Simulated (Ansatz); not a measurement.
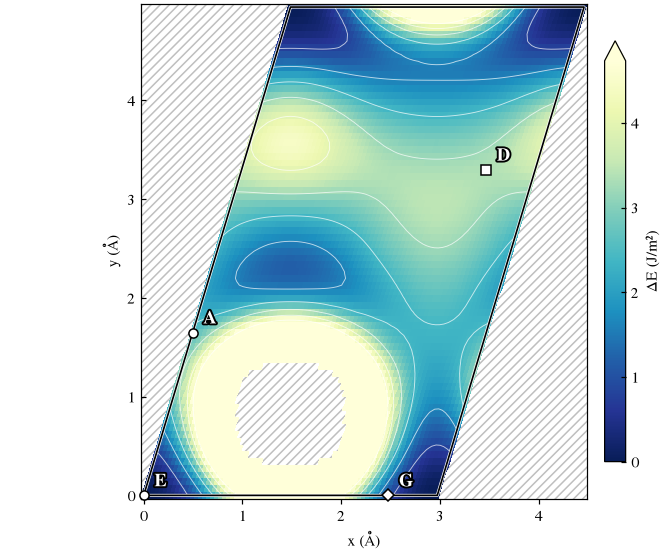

TiO₂ (R-3m, No. 166; 12 atoms in the cell). Gamma surface: rigid slide across a plane, one fault a cell; the plane is (1 0 1) of the conventional cell, and the faces at the cut hold Ti and O. Places are given modulo a cell vector. The map is drawn in real space over the plane of the slide. Nothing is relaxed (rigid halves, spacing across the cut fixed). The grid has 6 × 6 points; 20 points were computed and 14 follow by symmetry. At 2 points there is no value (left out of the scan, as a rule where atoms come close). Energies are in J/m², from the lowest grid point. Computed with Ansatz 0.2.0, DFT PBE+D3(BJ), scalar-relativistic, plane waves, PAW. Settings: cutoff 520 eV, k-mesh 9×6×3 in the order of the run's cell vectors, gaussian smearing 0.05 eV, no spin polarisation.

The picture shows a smooth colour map with a few white contour lines, the outline of one cell of the plane, one colour for all values above the top of the scale, hatched blanks where no value was computed, lettered points. Between grid points the surface is interpolated.

### What kind of point is each of A, D, E: minimum, saddle, maximum or slope?

A: saddle point; D: saddle point; E: minimum. (In these two coordinates alone; a stationary point may lie a little off the grid point.)

### Rank the lettered points by energy, lowest first.

E (0.0 J/m²), G (1.0 J/m²), A (2.6 J/m²), D (3.4 J/m²).

PAW datasets: the set soft_1.
